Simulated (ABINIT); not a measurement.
# Geometry relaxation, with input and output: Zr (part 2 of 3)

Continued. System: Zr (P6₃/mmc, 2 atoms in the cell). Method: Kohn-Sham DFT of a periodic cell, PBE, PseudoDojo NC SR PBE v0.4.1 standard, no spin polarisation (ABINIT 10.8.3); cutoff 897.98 eV, 7×7×4 k-mesh, fermi-dirac of 0.05 eV. The structure derives from an entry of the Crystallography Open Database.

Geometry of the input (Å; fractional positions):
```
3.2320  0.0000  0.0000
-1.6160  2.7990  0.0000
0.0000  0.0000  5.1470
Zr 0.6667  0.3333  0.7500
Zr 0.3333  0.6667  0.2500
```

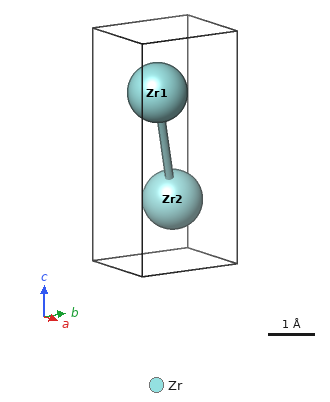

**Figure 1.** The geometry at step 2 of the log (ball-and-stick view of the cell of the calculation, seen slightly off an axis; atoms are numbered from 1 in the order of the input).

Log, continued:
```
 Cartesian coordinates (xcart) [bohr]
  3.06089928215681E+00  1.76721102449571E+00  7.31016711519446E+00
  3.47537079797175E-17  3.53442204899142E+00  2.43672237173149E+00
 Reduced coordinates (xred)
  6.66666666666667E-01  3.33333333333333E-01  7.50000000000000E-01
  3.33333333333333E-01  6.66666666666667E-01  2.50000000000000E-01
 Cartesian forces (fcart) [Ha/bohr]; max,rms= 6.59768E-29 4.39846E-29 (free atoms)
  6.59768169811454E-29  3.80917330447669E-29  1.34891051871669E-31
 -6.59768169811454E-29 -3.80917330447669E-29 -1.34891051871669E-31
 Gradient of E wrt nuclear positions in reduced coordinates (gred)
 -4.03896783473158E-28 -7.01465632768109E-46 -1.31476817536835E-30
  4.03896783473158E-28  7.01465632768109E-46  1.31476817536835E-30
 Scale of Primitive Cell (acell) [bohr]
  6.12179856431362E+00  6.12179856426204E+00  9.74688948692594E+00
 Real space primitive translations (rprimd) [bohr]
  6.12179856431362E+00  0.00000000000000E+00  0.00000000000000E+00
 -3.06089928215681E+00  5.30163307348714E+00  0.00000000000000E+00
  0.00000000000000E+00  0.00000000000000E+00  9.74688948692594E+00
 Unitary Cell Volume (ucvol) [Bohr^3]=  3.16340461593889E+02
 Angles (23,13,12)= [degrees]
  9.00000000000000E+01  9.00000000000000E+01  1.20000000000279E+02
 Lengths [Bohr]
  6.12179856431362E+00  6.12179856426204E+00  9.74688948692594E+00
 Stress tensor in cartesian coordinates (strten) [Ha/bohr^3]
 -4.74489816588639E-07  0.00000000000000E+00  0.00000000000000E+00
  0.00000000000000E+00 -4.74489614002427E-07  0.00000000000000E+00
  0.00000000000000E+00  0.00000000000000E+00  7.78819968778530E-07
 Total energy (etotal) [Ha]= -1.01242067490280E+02

 Difference of energy with previous step (new-old):
           Absolute (Ha)=-1.17122E-05
           Relative     =-1.15685E-07

--- Iteration: ( 4/50) Internal Cycle: (1/1)
--------------------------------------------------------------------------------

---SELF-CONSISTENT-FIELD CONVERGENCE--------------------------------------------

--- !BeginCycle
iteration_state: {dtset: 1, itime: 4, icycle: 1, }
solver: {iscf: 7, nstep: 80, nline: 4, wfoptalg: 0, }
tolerances: {tolvrs: 1.00E-12, }
...

     iter   Etot(hartree)      deltaE(h)  residm     vres2
 ETOT  1  -101.24206749250    -1.012E+02 1.766E-06 4.269E-05
 ETOT  2  -101.24206749990    -7.404E-09 1.563E-06 1.304E-06
 ETOT  3  -101.24206750021    -3.053E-10 5.234E-07 2.105E-08
 ETOT  4  -101.24206750021    -3.098E-12 1.356E-06 9.110E-11
 ETOT  5  -101.24206750021    -1.194E-12 4.538E-07 5.601E-12
 ETOT  6  -101.24206750021     7.390E-13 1.180E-06 1.760E-13

 At SCF step    6       vres2   =  1.76E-13 < tolvrs=  1.00E-12 =>converged.

 Cartesian components of stress tensor (hartree/bohr^3)
  sigma(1 1)= -3.56884570E-07  sigma(3 2)=  0.00000000E+00
  sigma(2 2)= -3.56884367E-07  sigma(3 1)=  0.00000000E+00
  sigma(3 3)=  7.93658569E-07  sigma(2 1)=  0.00000000E+00

--- !ResultsGS
iteration_state: {dtset: 1, itime: 4, icycle: 1, }
comment   : Summary of ground state results
lattice_vectors:
- [  6.1219313,   0.0000000,   0.0000000, ]
- [ -3.0609656,   5.3017480,   0.0000000, ]
- [  0.0000000,   0.0000000,   9.7467235, ]
lattice_lengths: [   6.12193,    6.12193,    9.74672, ]
lattice_angles: [ 90.000,  90.000, 120.000, ] # degrees, (23, 13, 12)
lattice_volume:   3.1634879E+02
convergence: {deltae:  7.390E-13, res2:  1.760E-13, residm:  1.180E-06, diffor: null, }
etotal    :  -1.01242068E+02
entropy   :   0.00000000E+00
fermie    :   3.98561394E-01
cartesian_stress_tensor: # hartree/bohr^3
- [ -3.56884570E-07,   0.00000000E+00,   0.00000000E+00, ]
- [  0.00000000E+00,  -3.56884367E-07,   0.00000000E+00, ]
- [  0.00000000E+00,   0.00000000E+00,   7.93658569E-07, ]
pressure_GPa:  -7.8348E-04
xred      :
- [  6.6667E-01,   3.3333E-01,   7.5000E-01, Zr]
- [  3.3333E-01,   6.6667E-01,   2.5000E-01, Zr]
cartesian_forces: # hartree/bohr
- [ -0.00000000E+00,  -0.00000000E+00,  -0.00000000E+00, ]
- [ -0.00000000E+00,  -0.00000000E+00,  -0.00000000E+00, ]
force_length_stats: {min:   0.00000000E+00, max:   0.00000000E+00, mean:   0.00000000E+00, }
...

 Integrated electronic density in atomic spheres:
 ------------------------------------------------
 Atom  Sphere_radius  Integrated_density
    1        2.00000          8.39232699
    2        2.00000          8.39232699

---OUTPUT-----------------------------------------------------------------------

 Cartesian coordinates (xcart) [bohr]
  3.06096564444536E+00  1.76724933878087E+00  7.31004259119649E+00
 -1.13278484534994E-16  3.53449867756174E+00  2.43668086373216E+00
 Reduced coordinates (xred)
  6.66666666666667E-01  3.33333333333333E-01  7.50000000000000E-01
  3.33333333333333E-01  6.66666666666667E-01  2.50000000000000E-01
 Cartesian forces (fcart) [Ha/bohr]; max,rms= 0.00000E+00 0.00000E+00 (free atoms)
 -0.00000000000000E+00 -0.00000000000000E+00 -0.00000000000000E+00
 -0.00000000000000E+00 -0.00000000000000E+00 -0.00000000000000E+00
 Gradient of E wrt nuclear positions in reduced coordinates (gred)
  0.00000000000000E+00  0.00000000000000E+00  0.00000000000000E+00
  0.00000000000000E+00  0.00000000000000E+00  0.00000000000000E+00
 Scale of Primitive Cell (acell) [bohr]
  6.12193128889072E+00  6.12193128883914E+00  9.74672345492866E+00
 Real space primitive translations (rprimd) [bohr]
  6.12193128889072E+00  0.00000000000000E+00  0.00000000000000E+00
 -3.06096564444536E+00  5.30174801634262E+00  0.00000000000000E+00
  0.00000000000000E+00  0.00000000000000E+00  9.74672345492866E+00
 Unitary Cell Volume (ucvol) [Bohr^3]=  3.16348789786678E+02
 Angles (23,13,12)= [degrees]
  9.00000000000000E+01  9.00000000000000E+01  1.20000000000279E+02
 Lengths [Bohr]
  6.12193128889072E+00  6.12193128883914E+00  9.74672345492866E+00
 Stress tensor in cartesian coordinates (strten) [Ha/bohr^3]
 -3.56884569705646E-07  0.00000000000000E+00  0.00000000000000E+00
  0.00000000000000E+00 -3.56884367126373E-07  0.00000000000000E+00
  0.00000000000000E+00  0.00000000000000E+00  7.93658569399336E-07
 Total energy (etotal) [Ha]= -1.01242067500209E+02

 Difference of energy with previous step (new-old):
           Absolute (Ha)=-9.92868E-09
           Relative     =-9.80688E-11

--- Iteration: ( 5/50) Internal Cycle: (1/1)
--------------------------------------------------------------------------------

---SELF-CONSISTENT-FIELD CONVERGENCE--------------------------------------------

--- !BeginCycle
iteration_state: {dtset: 1, itime: 5, icycle: 1, }
solver: {iscf: 7, nstep: 80, nline: 4, wfoptalg: 0, }
tolerances: {tolvrs: 1.00E-12, }
...

     iter   Etot(hartree)      deltaE(h)  residm     vres2
 ETOT  1  -101.24206716451    -1.012E+02 9.501E-07 1.850E-03
 ETOT  2  -101.24206753251    -3.680E-07 9.117E-07 5.130E-05
 ETOT  3  -101.24206754744    -1.493E-08 3.470E-07 8.993E-07
 ETOT  4  -101.24206754760    -1.601E-10 7.731E-07 1.430E-09
 ETOT  5  -101.24206754760    -3.837E-12 3.000E-07 8.745E-11
 ETOT  6  -101.24206754760     1.293E-12 6.696E-07 5.542E-12
 ETOT  7  -101.24206754760     6.395E-13 2.589E-07 7.459E-14

 At SCF step    7       vres2   =  7.46E-14 < tolvrs=  1.00E-12 =>converged.

 Cartesian components of stress tensor (hartree/bohr^3)
  sigma(1 1)=  1.53592513E-07  sigma(3 2)=  0.00000000E+00
  sigma(2 2)=  1.53592715E-07  sigma(3 1)=  0.00000000E+00
  sigma(3 3)=  3.90784776E-07  sigma(2 1)=  0.00000000E+00

--- !ResultsGS
iteration_state: {dtset: 1, itime: 5, icycle: 1, }
comment   : Summary of ground state results
lattice_vectors:
- [  6.1227660,   0.0000000,   0.0000000, ]
- [ -3.0613830,   5.3024709,   0.0000000, ]
- [  0.0000000,   0.0000000,   9.7447047, ]
lattice_lengths: [   6.12277,    6.12277,    9.74470, ]
lattice_angles: [ 90.000,  90.000, 120.000, ] # degrees, (23, 13, 12)
lattice_volume:   3.1636952E+02
convergence: {deltae:  6.395E-13, res2:  7.459E-14, residm:  2.589E-07, diffor: null, }
etotal    :  -1.01242068E+02
entropy   :   0.00000000E+00
fermie    :   3.98534393E-01
cartesian_stress_tensor: # hartree/bohr^3
- [  1.53592513E-07,   0.00000000E+00,   0.00000000E+00, ]
- [  0.00000000E+00,   1.53592715E-07,   0.00000000E+00, ]
- [  0.00000000E+00,   0.00000000E+00,   3.90784776E-07, ]
pressure_GPa:  -6.8450E-03
xred      :
- [  6.6667E-01,   3.3333E-01,   7.5000E-01, Zr]
- [  3.3333E-01,   6.6667E-01,   2.5000E-01, Zr]
cartesian_forces: # hartree/bohr
- [ -3.29831960E-29,   3.17380952E-29,  -0.00000000E+00, ]
- [  3.29831960E-29,  -3.17380952E-29,  -0.00000000E+00, ]
force_length_stats: {min:   4.57733318E-29, max:   4.57733318E-29, mean:   4.57733318E-29, }
...

 Integrated electronic density in atomic spheres:
 ------------------------------------------------
 Atom  Sphere_radius  Integrated_density
    1        2.00000          8.39243095
    2        2.00000          8.39243095

---OUTPUT-----------------------------------------------------------------------

 Cartesian coordinates (xcart) [bohr]
  3.06138300830376E+00  1.76749030391686E+00  7.30852854081673E+00
  1.82765543132873E-16  3.53498060783373E+00  2.43617618027224E+00
 Reduced coordinates (xred)
  6.66666666666667E-01  3.33333333333333E-01  7.50000000000000E-01
  3.33333333333333E-01  6.66666666666667E-01  2.50000000000000E-01
 Cartesian forces (fcart) [Ha/bohr]; max,rms= 3.29832E-29 2.64272E-29 (free atoms)
 -3.29831960242822E-29  3.17380951726124E-29 -0.00000000000000E+00
  3.29831960242822E-29 -3.17380951726124E-29 -0.00000000000000E+00
 Gradient of E wrt nuclear positions in reduced coordinates (gred)
  2.01948391736579E-28 -2.69264522315439E-28 -0.00000000000000E+00
 -2.01948391736579E-28  2.69264522315439E-28 -0.00000000000000E+00
 Scale of Primitive Cell (acell) [bohr]
  6.12276601660752E+00  6.12276601655593E+00  9.74470472108898E+00
 Real space primitive translations (rprimd) [bohr]
  6.12276601660752E+00  0.00000000000000E+00  0.00000000000000E+00
 -3.06138300830376E+00  5.30247091175059E+00  0.00000000000000E+00
  0.00000000000000E+00  0.00000000000000E+00  9.74470472108898E+00
 Unitary Cell Volume (ucvol) [Bohr^3]=  3.16369524443289E+02
 Angles (23,13,12)= [degrees]
  9.00000000000000E+01  9.00000000000000E+01  1.20000000000279E+02
 Lengths [Bohr]
  6.12276601660752E+00  6.12276601655593E+00  9.74470472108898E+00
 Stress tensor in cartesian coordinates (strten) [Ha/bohr^3]
  1.53592512720443E-07  0.00000000000000E+00  0.00000000000000E+00
  0.00000000000000E+00  1.53592715284104E-07  0.00000000000000E+00
  0.00000000000000E+00  0.00000000000000E+00  3.90784776378716E-07
 Total energy (etotal) [Ha]= -1.01242067547603E+02

 Difference of energy with previous step (new-old):
           Absolute (Ha)=-4.73940E-08
           Relative     =-4.68126E-10

--- Iteration: ( 6/50) Internal Cycle: (1/1)
--------------------------------------------------------------------------------

---SELF-CONSISTENT-FIELD CONVERGENCE--------------------------------------------

--- !BeginCycle
iteration_state: {dtset: 1, itime: 6, icycle: 1, }
solver: {iscf: 7, nstep: 80, nline: 4, wfoptalg: 0, }
tolerances: {tolvrs: 1.00E-12, }
...

     iter   Etot(hartree)      deltaE(h)  residm     vres2
 ETOT  1  -101.24206752137    -1.012E+02 7.492E-07 1.692E-04
 ETOT  2  -101.24206755072    -2.935E-08 2.001E-07 5.119E-06
 ETOT  3  -101.24206755196    -1.237E-09 4.494E-07 8.260E-08
 ETOT  4  -101.24206755197    -1.123E-11 1.725E-07 3.889E-10
 ETOT  5  -101.24206755197    -2.487E-12 3.900E-07 2.421E-11
 ETOT  6  -101.24206755197     1.705E-12 1.493E-07 5.250E-13

 At SCF step    6       vres2   =  5.25E-13 < tolvrs=  1.00E-12 =>converged.

 Cartesian components of stress tensor (hartree/bohr^3)
  sigma(1 1)=  8.34461183E-08  sigma(3 2)=  0.00000000E+00
  sigma(2 2)=  8.34463209E-08  sigma(3 1)=  0.00000000E+00
  sigma(3 3)=  1.10139721E-07  sigma(2 1)=  0.00000000E+00

--- !ResultsGS
iteration_state: {dtset: 1, itime: 6, icycle: 1, }
comment   : Summary of ground state results
lattice_vectors:
- [  6.1228376,   0.0000000,   0.0000000, ]
- [ -3.0614188,   5.3025329,   0.0000000, ]
- [  0.0000000,   0.0000000,   9.7440490, ]
lattice_lengths: [   6.12284,    6.12284,    9.74405, ]
lattice_angles: [ 90.000,  90.000, 120.000, ] # degrees, (23, 13, 12)
lattice_volume:   3.1635563E+02
convergence: {deltae:  1.705E-12, res2:  5.250E-13, residm:  1.493E-07, diffor: null, }
etotal    :  -1.01242068E+02
entropy   :   0.00000000E+00
fermie    :   3.98556233E-01
cartesian_stress_tensor: # hartree/bohr^3
- [  8.34461183E-08,   0.00000000E+00,   0.00000000E+00, ]
- [  0.00000000E+00,   8.34463209E-08,   0.00000000E+00, ]
- [  0.00000000E+00,   0.00000000E+00,   1.10139721E-07, ]
pressure_GPa:  -2.7169E-03
xred      :
- [  6.6667E-01,   3.3333E-01,   7.5000E-01, Zr]
- [  3.3333E-01,   6.6667E-01,   2.5000E-01, Zr]
cartesian_forces: # hartree/bohr
- [ -3.29828104E-29,   3.17377241E-29,  -0.00000000E+00, ]
- [  3.29828104E-29,  -3.17377241E-29,  -0.00000000E+00, ]
force_length_stats: {min:   4.57727966E-29, max:   4.57727966E-29, mean:   4.57727966E-29, }
...

 Integrated electronic density in atomic spheres:
 ------------------------------------------------
 Atom  Sphere_radius  Integrated_density
    1        2.00000          8.39235728
    2        2.00000          8.39235728

---OUTPUT-----------------------------------------------------------------------

 Cartesian coordinates (xcart) [bohr]
  3.06141880156972E+00  1.76751096916860E+00  7.30803671258555E+00
 -1.13295254717435E-16  3.53502193833720E+00  2.43601223752852E+00
 Reduced coordinates (xred)
  6.66666666666667E-01  3.33333333333333E-01  7.50000000000000E-01
  3.33333333333333E-01  6.66666666666667E-01  2.50000000000000E-01
 Cartesian forces (fcart) [Ha/bohr]; max,rms= 3.29828E-29 2.64269E-29 (free atoms)
 -3.29828103938330E-29  3.17377240995397E-29 -0.00000000000000E+00
  3.29828103938330E-29 -3.17377240995397E-29 -0.00000000000000E+00
 Gradient of E wrt nuclear positions in reduced coordinates (gred)
  2.01948391736579E-28 -2.69264522315439E-28 -0.00000000000000E+00
 -2.01948391736579E-28  2.69264522315439E-28 -0.00000000000000E+00
 Scale of Primitive Cell (acell) [bohr]
  6.12283760313944E+00  6.12283760308785E+00  9.74404895011407E+00
 Real space primitive translations (rprimd) [bohr]
  6.12283760313944E+00  0.00000000000000E+00  0.00000000000000E+00
 -3.06141880156972E+00  5.30253290750580E+00  0.00000000000000E+00
  0.00000000000000E+00  0.00000000000000E+00  9.74404895011407E+00
 Unitary Cell Volume (ucvol) [Bohr^3]=  3.16355631764072E+02
 Angles (23,13,12)= [degrees]
  9.00000000000000E+01  9.00000000000000E+01  1.20000000000279E+02
 Lengths [Bohr]
  6.12283760313944E+00  6.12283760308785E+00  9.74404895011407E+00
 Stress tensor in cartesian coordinates (strten) [Ha/bohr^3]
  8.34461183346624E-08  0.00000000000000E+00  0.00000000000000E+00
  0.00000000000000E+00  8.34463209139352E-08  0.00000000000000E+00
  0.00000000000000E+00  0.00000000000000E+00  1.10139720932087E-07
 Total energy (etotal) [Ha]= -1.01242067551970E+02

 Difference of energy with previous step (new-old):
           Absolute (Ha)=-4.36708E-09
           Relative     =-4.31350E-11

 At Broyd/MD step   6, gradients are converged :
  max grad (force/stress) = 1.1014E-05 < tolmxf= 2.0000E-05 ha/bohr (free atoms)

================================================================================

 ----iterations are completed or convergence reached----

 Mean square residual over all n,k,spin=   77.422E-11; max=  14.929E-08
 reduced coordinates (array xred) for    2 atoms
       0.666666666667      0.333333333333      0.750000000000
       0.333333333333      0.666666666667      0.250000000000
 rms dE/dt=  1.9817E-28; max dE/dt=  2.6926E-28; dE/dt below (all hartree)
    1       0.000000000000     -0.000000000000      0.000000000000
    2      -0.000000000000      0.000000000000      0.000000000000

 cartesian coordinates (angstrom) at end:
    1      1.62003306172162     0.93532652427056     3.86724648211917
    2     -0.00000000000000     1.87065304854113     1.28908216070639

 cartesian forces (hartree/bohr) at end:
    1     -0.00000000000000     0.00000000000000    -0.00000000000000
    2      0.00000000000000    -0.00000000000000    -0.00000000000000
 frms,max,avg= 2.6426936E-29 3.2982810E-29   0.000E+00  0.000E+00  0.000E+00 h/b

 cartesian forces (eV/Angstrom) at end:
    1     -0.00000000000000     0.00000000000000    -0.00000000000000
    2      0.00000000000000    -0.00000000000000    -0.00000000000000
 frms,max,avg= 1.3589277E-27 1.6960443E-27   0.000E+00  0.000E+00  0.000E+00 e/A
 length scales=  6.122837603139  6.122837603088  9.744048950114 bohr
              =  3.240066123443  3.240066123416  5.156328642826 angstroms
 Fermi (or HOMO) energy (hartree) =   0.39856   Average Vxc (hartree)=  -0.41484
 Eigenvalues (hartree) for nkpt=  24  k points:
 kpt#   1, nband= 16, wtk=  0.00510, kpt=  0.0000  0.0000  0.0000 (reduced coord)
  -1.39926   -1.39372   -0.60981   -0.57848   -0.57848   -0.57360   -0.57337   -0.57337
   0.18877    0.28541    0.42767    0.42767    0.43343    0.43823    0.45299    0.45299
      occupation numbers for kpt#   1
   2.00000    2.00000    2.00000    2.00000    2.00000    2.00000    2.00000    2.00000
   2.00000    2.00000    0.00000    0.00000    0.00000    0.00000    0.00000    0.00000
 prteigrs : prtvol=0 or 1, do not print more k-points.

--- !EnergyTerms
iteration_state     : {dtset: 1, itime: 6, icycle: 1, }
comment             : Components of total free energy in Hartree
kinetic             :  2.88616673244050E+01
hartree             :  1.37646826347863E+01
xc                  : -2.00227944979249E+01
Ewald energy        : -7.68939203797547E+01
psp_core            :  2.85229512982864E+00
local_psp           : -6.04094808703345E+01
non_local_psp       :  1.06062692510947E+01
internal            : -1.01241281407900E+02
'-kT*entropy'       : -7.86144070587272E-04
total_energy        : -1.01242067551970E+02
total_energy_eV     : -2.75493700449836E+03
band_energy         : -9.98047589549509E+00
...

 Cartesian components of stress tensor (hartree/bohr^3)
  sigma(1 1)=  8.34461183E-08  sigma(3 2)=  0.00000000E+00
  sigma(2 2)=  8.34463209E-08  sigma(3 1)=  0.00000000E+00
  sigma(3 3)=  1.10139721E-07  sigma(2 1)=  0.00000000E+00

-Cartesian components of stress tensor (GPa)         [Pressure= -2.7169E-03 GPa]
- sigma(1 1)=  2.45506956E-03  sigma(3 2)=  0.00000000E+00
- sigma(2 2)=  2.45507552E-03  sigma(3 1)=  0.00000000E+00
- sigma(3 3)=  3.24042246E-03  sigma(2 1)=  0.00000000E+00

== END DATASET(S) ==============================================================
================================================================================

 -outvars: echo values of variables after computation  --------
            acell      6.1228376031E+00  6.1228376031E+00  9.7440489501E+00 Bohr
           etotal     -1.0124206755E+02
            fcart     -3.2982810394E-29  3.1737724100E-29 -0.0000000000E+00
                       3.2982810394E-29 -3.1737724100E-29 -0.0000000000E+00
            rprim      1.0000000000E+00  0.0000000000E+00  0.0000000000E+00
                      -5.0000000000E-01  8.6602540378E-01  0.0000000000E+00
                       0.0000000000E+00  0.0000000000E+00  1.0000000000E+00
           strten      8.3446118335E-08  8.3446320914E-08  1.1013972093E-07
                       0.0000000000E+00  0.0000000000E+00  0.0000000000E+00
           xangst      1.6200330617E+00  9.3532652427E-01  3.8672464821E+00
                      -5.9953266859E-17  1.8706530485E+00  1.2890821607E+00
             xred      6.6666666667E-01  3.3333333333E-01  7.5000000000E-01
                       3.3333333333E-01  6.6666666667E-01  2.5000000000E-01
 Calculation completed.
```

Trajectory as extended XYZ (Å, eV, eV/Å), 6 frames, from step=0 to step=5:
```
2
Lattice="3.2320 0.0000 0.0000 -1.6160 2.7990 0.0000 0.0000 0.0000 5.1470" Properties=species:S:1:pos:R:3:forces:R:3 step=0 energy=-2754.93637
Zr    1.6160    0.9330    3.8603    0.0000   0.0000   0.0000
Zr    0.0000    1.8660    1.2868    0.0000   0.0000   0.0000
2
Lattice="3.2342 0.0000 0.0000 -1.6171 2.8009 0.0000 0.0000 0.0000 5.1502" Properties=species:S:1:pos:R:3:forces:R:3 step=1 energy=-2754.93668
Zr    1.6171    0.9336    3.8626    0.0000   0.0000   0.0000
Zr    0.0000    1.8672    1.2875    0.0000   0.0000   0.0000
2
Lattice="3.2395 0.0000 0.0000 -1.6198 2.8055 0.0000 0.0000 0.0000 5.1578" Properties=species:S:1:pos:R:3:forces:R:3 step=2 energy=-2754.93700
Zr    1.6198    0.9352    3.8684    0.0000   0.0000   0.0000
Zr    0.0000    1.8703    1.2895    0.0000   0.0000   0.0000
2
Lattice="3.2396 0.0000 0.0000 -1.6198 2.8056 0.0000 0.0000 0.0000 5.1577" Properties=species:S:1:pos:R:3:forces:R:3 step=3 energy=-2754.93700
Zr    1.6198    0.9352    3.8683    0.0000   0.0000   0.0000
Zr    0.0000    1.8704    1.2894    0.0000   0.0000   0.0000
```
